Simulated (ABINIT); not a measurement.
TiB₂: geometry relaxation (part 1 of 3)

System: TiB₂ (P6/mmm, 3 atoms in the cell).
Method: Kohn-Sham DFT of a periodic cell, PBE with D2, JTH PAW PBE v2.0, no spin polarisation (ABINIT 10.8.3).

The structure derives from an entry of the Crystallography Open Database.

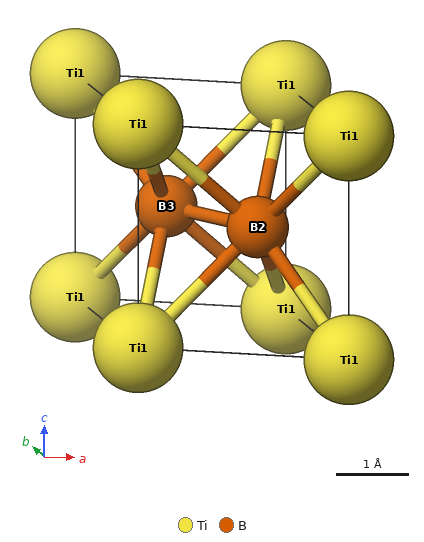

**Figure 1.** The structure as given in the input (ball-and-stick view of the cell of the calculation, seen slightly off an axis; atoms are numbered from 1 in the order of the input).

Input:
```
# Pseudopotentials
pp_dirpath "./"
pseudos "Ti.GGA_PBE-JTH.xml, B.GGA_PBE-JTH.xml"

# Structure
acell 3*1.0
rprim
     5.7243583767     0.0000000000     0.0000000000
    -2.8621791884     4.9574397745     0.0000000000
     0.0000000000     0.0000000000     6.1007918207
ntypat 2
znucl 22 5
natom 3
typat 1 2 2
xred
     0.0000000000     0.0000000000     0.0000000000
     0.6666666667     0.3333333333     0.5000000000
     0.3333333333     0.6666666667     0.5000000000
chkprim 0
chksymtnons 0
tolsym 1.0e-6

# Plane-wave basis
ecut 15.0
pawecutdg 30.0
pawovlp 30

# k points
kptopt 1
ngkpt 10 10 8
nshiftk 1
shiftk 0.0 0.0 0.0

# Exchange and correlation
ixc 11
vdw_xc 5

# Bands and occupations
nband 13
occopt 3
tsmear 0.05 eV

# SCF cycle
nstep 100
tolvrs 1.0e-9

# Output
iomode 3
prtwf 0
prtden 0
prteig 0
prtebands 0

# Relaxation
ionmov 2
ntime 60
tolmxf 0.0001
optcell 2
dilatmx 1.08
ecutsm 0.5
```

Machine: 1 thread of Arm Neoverse V1, 24 GiB of memory available, shared host.

Run as:
```bash
abinit run.abi > log 2>&1
```

The program's output:
```
.Version 10.8.3 of ABINIT
 Symmetries : space group P6/m m m (#191); Bravais hP (primitive hexag.)
================================================================================
 Values of the parameters that define the memory need of the present run
     intxc =       0    ionmov =       2      iscf =      17    lmnmax =      18
     lnmax =       6     mgfft =      24  mpssoang =       3    mqgrid =    3001
     natom =       3  nloc_mem =       2    nspden =       1   nspinor =       1
    nsppol =       1      nsym =      24    n1xccc =       1    ntypat =       2
    occopt =       3   xclevel =       2
       mpw =         624          nfft =       13824          nkpt =          70
 PAW method is used; the additional fine FFT grid is defined by:
   mgfftf=        36    nfftf =     36864
================================================================================
================================================================================

--------------------------------------------------------------------------------
------------- Echo of variables that govern the present computation ------------
--------------------------------------------------------------------------------
 -outvars: echo values of preprocessed input variables --------
            acell      1.0000000000E+00  1.0000000000E+00  1.0000000000E+00 Bohr
              amu      4.78800000E+01  1.08110000E+01
          chkprim           0
      chksymtnons           0
          dilatmx      1.08000000E+00
             ecut      1.50000000E+01 Hartree
           ecutsm      5.00000000E-01 Hartree
           ionmov           2
                       outvar_i_n : Printing only first  50 k-points.
              ixc          11
                       outvar_i_n : Printing only first  50 k-points.
         kptrlatt       10    0    0      0   10    0      0    0    8
          kptrlen      4.88063346E+01
            natom           3
            nband          13
            ngfft          24      24      24
          ngfftdg          32      32      36
             nkpt          70
            nstep         100
             nsym          24
            ntime          60
           ntypat           2
                       prtocc : prtvol=0, do not print more k-points.
           occopt           3
          optcell           2
        pawecutdg      3.00000000E+01 Hartree
          pawovlp      3.0000000000E+01
         pawxcdev           0
           prtden           0
        prtebands           0
           prteig           0
            prtwf           0
            rprim      5.7243583767E+00  0.0000000000E+00  0.0000000000E+00
                      -2.8621791884E+00  4.9574397745E+00  0.0000000000E+00
                       0.0000000000E+00  0.0000000000E+00  6.1007918207E+00
          spgroup         191
           tolmxf      1.00000000E-04
           tolsym      1.00000000E-06
           tolvrs      1.00000000E-09
           tsmear      1.83746611E-03 Hartree
            typat      1  2  2
           useylm           1
           vdw_xc           5
                       outvars : Printing only first  50 k-points.
           xangst      0.0000000000E+00  0.0000000000E+00  0.0000000000E+00
                       1.5145999990E+00  8.7445471710E-01  1.6141999989E+00
                      -1.7639113514E-11  1.7489094342E+00  1.6141999989E+00
            xcart      0.0000000000E+00  0.0000000000E+00  0.0000000000E+00
                       2.8621791883E+00  1.6524799248E+00  3.0503959103E+00
                      -3.3333093645E-11  3.3049598497E+00  3.0503959103E+00
             xred      0.0000000000E+00  0.0000000000E+00  0.0000000000E+00
                       6.6666666667E-01  3.3333333333E-01  5.0000000000E-01
                       3.3333333333E-01  6.6666666667E-01  5.0000000000E-01
            znucl       22.00000    5.00000

================================================================================

 chkinp: Checking input parameters for consistency.

================================================================================
== DATASET  1 ==================================================================

--- !DatasetInfo
iteration_state: {dtset: 1, }
dimensions: {natom: 3, nkpt: 70, mband: 13, nsppol: 1, nspinor: 1, nspden: 1, mpw: 624, }
cutoff_energies: {ecut:  15.0, pawecutdg:  30.0, }
electrons: {nelect:   1.80000000E+01, charge:   0.00000000E+00, occopt:   3.00000000E+00, tsmear:   1.83746611E-03, }
meta: {optdriver: 0, ionmov: 2, optcell: 2, iscf: 17, paral_kgb: 0, }
...

 Exchange-correlation functional for the present dataset will be:
  GGA: Perdew-Burke-Ernzerhof functional - ixc=11
  J.P.Perdew, K.Burke, M.Ernzerhof, PRL 77, 3865 (1996)

 Real(R)+Recip(G) space primitive vectors, cartesian coordinates (Bohr,Bohr^-1):
 R(1)=  5.7243584  0.0000000  0.0000000  G(1)=  0.1746921  0.1008585  0.0000000
 R(2)= -2.8621792  4.9574398  0.0000000  G(2)=  0.0000000  0.2017170  0.0000000
 R(3)=  0.0000000  0.0000000  6.1007918  G(3)=  0.0000000  0.0000000  0.1639131
 Unit cell volume ucvol=  1.7312926E+02 bohr^3
 Angles (23,13,12)=  9.00000000E+01  9.00000000E+01  1.20000000E+02 degrees

 Coarse grid specifications (used for wave-functions):

 getcut: wavevector=  0.0000  0.0000  0.0000  ngfft=  24  24  24
         ecut(hartree)=     17.496   => boxcut(ratio)=   2.08925

 Fine grid specifications (used for densities):

 getcut: wavevector=  0.0000  0.0000  0.0000  ngfft=  32  32  36
         ecut(hartree)=     34.992   => boxcut(ratio)=   2.09930

--- Pseudopotential description ------------------------------------------------
- pspini: atom type   1  psp file is ./Ti.GGA_PBE-JTH.xml
 Pseudopotential format is: paw10
 basis_size (lnmax)=  6 (lmn_size= 18), orbitals=   0   0   1   1   2   2
 Spheres core radius: rc_sph= 2.30802695
 Shapefunction is BESSEL type: shapef(r,l)=aa(1,l)*jl(q(1,l)*r)+aa(2,l)*jl(q(2,l)*r)
 Radius for shape functions =  2.01037111
 Compensation charge density is not taken into account in XC energy/potential

- pspini: atom type   2  psp file is ./B.GGA_PBE-JTH.xml
 Pseudopotential format is: paw10
 basis_size (lnmax)=  4 (lmn_size=  8), orbitals=   0   0   1   1
 Spheres core radius: rc_sph= 1.70616958
 Shapefunction is SIN type: shapef(r)=[sin(pi*r/rshp)/(pi*r/rshp)]**2
 Radius for shape functions =  1.40269776
 Compensation charge density is not taken into account in XC energy/potential

   6.09945348E+02                                ecore*ucvol(ha*bohr**3)
--------------------------------------------------------------------------------

================================================================================

=== [ionmov= 2] Broyden-Fletcher-Goldfarb-Shanno method (forces)
================================================================================

--- Iteration: ( 1/60) Internal Cycle: (1/1)
--------------------------------------------------------------------------------

---SELF-CONSISTENT-FIELD CONVERGENCE--------------------------------------------

--- !BeginCycle
iteration_state: {dtset: 1, itime: 1, icycle: 1, }
solver: {iscf: 17, nstep: 100, nline: 4, wfoptalg: 10, }
tolerances: {tolvrs: 1.00E-09, }
...

     iter   Etot(hartree)      deltaE(h)  residm     nres2
 ETOT  1  -63.560092475241    -6.356E+01 5.028E+00 1.914E+01
 ETOT  2  -64.526701675861    -9.666E-01 2.178E-01 4.986E-01
 ETOT  3  -64.527930578408    -1.229E-03 5.727E-02 8.127E-02
 ETOT  4  -64.528331683211    -4.011E-04 3.165E-02 7.971E-02
 ETOT  5  -64.528101470136     2.302E-04 7.850E-03 4.073E-04
 ETOT  6  -64.528113460325    -1.199E-05 2.903E-03 1.162E-04
 ETOT  7  -64.528113256065     2.043E-07 1.076E-03 3.938E-05
 ETOT  8  -64.528113118249     1.378E-07 2.652E-03 1.529E-06
 ETOT  9  -64.528113117154     1.095E-09 3.455E-04 1.674E-07
 ETOT 10  -64.528113117489    -3.346E-10 4.130E-04 2.307E-08
 ETOT 11  -64.528113117443     4.583E-11 1.008E-04 5.910E-09
 ETOT 12  -64.528113117419     2.353E-11 7.076E-05 2.321E-11

 At SCF step   12       nres2   =  2.32E-11 < tolvrs=  1.00E-09 =>converged.

 Cartesian components of stress tensor (hartree/bohr^3)
  sigma(1 1)=  1.25682688E-04  sigma(3 2)=  0.00000000E+00
  sigma(2 2)=  1.25682689E-04  sigma(3 1)=  0.00000000E+00
  sigma(3 3)=  2.40935264E-04  sigma(2 1)=  2.06501588E-13

--- !ResultsGS
iteration_state: {dtset: 1, itime: 1, icycle: 1, }
comment   : Summary of ground state results
lattice_vectors:
- [  5.7243584,   0.0000000,   0.0000000, ]
- [ -2.8621792,   4.9574398,   0.0000000, ]
- [  0.0000000,   0.0000000,   6.1007918, ]
lattice_lengths: [   5.72436,    5.72436,    6.10079, ]
lattice_angles: [ 90.000,  90.000, 120.000, ] # degrees, (23, 13, 12)
lattice_volume:   1.7312926E+02
convergence: {deltae:  2.353E-11, res2:  2.321E-11, residm:  7.076E-05, diffor: null, }
etotal    :  -6.45281131E+01
entropy   :   0.00000000E+00
fermie    :   3.65383463E-01
cartesian_stress_tensor: # hartree/bohr^3
- [  1.25682688E-04,   2.06501588E-13,   0.00000000E+00, ]
- [  2.06501588E-13,   1.25682689E-04,   0.00000000E+00, ]
- [  0.00000000E+00,   0.00000000E+00,   2.40935264E-04, ]
pressure_GPa:  -4.8280E+00
xred      :
- [  0.0000E+00,   0.0000E+00,   0.0000E+00, Ti]
- [  6.6667E-01,   3.3333E-01,   5.0000E-01,  B]
- [  3.3333E-01,   6.6667E-01,   5.0000E-01,  B]
cartesian_forces: # hartree/bohr
- [  3.13589174E-29,   1.81050794E-29,  -0.00000000E+00, ]
- [ -1.56794587E-29,  -2.26313493E-28,  -0.00000000E+00, ]
- [ -1.56794587E-29,   2.08208413E-28,  -0.00000000E+00, ]
force_length_stats: {min:   3.62101588E-29, max:   2.26855995E-28, mean:   1.57288038E-28, }
...

 Integrated electronic density in atomic spheres:
 ------------------------------------------------
 Atom  Sphere_radius  Integrated_density
    1        2.30803         10.37519295
    2        1.70617          1.94344759
    3        1.70617          1.94344759

---OUTPUT-----------------------------------------------------------------------

 Cartesian coordinates (xcart) [bohr]
  0.00000000000000E+00  0.00000000000000E+00  0.00000000000000E+00
  2.86217918833333E+00  1.65247992483333E+00  3.05039591035000E+00
 -3.33330936451623E-11  3.30495984966667E+00  3.05039591035000E+00
 Reduced coordinates (xred)
  0.00000000000000E+00  0.00000000000000E+00  0.00000000000000E+00
  6.66666666666666E-01  3.33333333333333E-01  5.00000000000000E-01
  3.33333333333333E-01  6.66666666666666E-01  5.00000000000000E-01
 Cartesian forces (fcart) [Ha/bohr]; max,rms= 2.26313E-28 1.03479E-28 (free atoms)
  3.13589174071086E-29  1.81050794071287E-29 -0.00000000000000E+00
 -1.56794587035543E-29 -2.26313492585314E-28 -0.00000000000000E+00
 -1.56794587035543E-29  2.08208413178185E-28 -0.00000000000000E+00
 Gradient of E wrt nuclear positions in reduced coordinates (gred)
 -1.79509681543626E-28  3.30910145311613E-44 -0.00000000000000E+00
  8.97548407718129E-29  1.07705808926175E-27  0.00000000000000E+00
  8.97548407718129E-29 -1.07705808926175E-27 -0.00000000000000E+00
 Scale of Primitive Cell (acell) [bohr]
  1.00000000000000E+00  1.00000000000000E+00  1.00000000000000E+00
 Real space primitive translations (rprimd) [bohr]
  5.72435837670000E+00  0.00000000000000E+00  0.00000000000000E+00
 -2.86217918840000E+00  4.95743977450000E+00  0.00000000000000E+00
  0.00000000000000E+00  0.00000000000000E+00  6.10079182070000E+00
 Unitary Cell Volume (ucvol) [Bohr^3]=  1.73129258006904E+02
 Angles (23,13,12)= [degrees]
  9.00000000000000E+01  9.00000000000000E+01  1.20000000000876E+02
 Lengths [Bohr]
  5.72435837670000E+00  5.72435837664840E+00  6.10079182070000E+00
 Stress tensor in cartesian coordinates (strten) [Ha/bohr^3]
  1.25682688253331E-04  2.06501587779838E-13  0.00000000000000E+00
  2.06501587779838E-13  1.25682688983959E-04  0.00000000000000E+00
  0.00000000000000E+00  0.00000000000000E+00  2.40935263727309E-04
 Total energy (etotal) [Ha]= -6.45281131174192E+01

--- Iteration: ( 2/60) Internal Cycle: (1/1)
--------------------------------------------------------------------------------

---SELF-CONSISTENT-FIELD CONVERGENCE--------------------------------------------
```
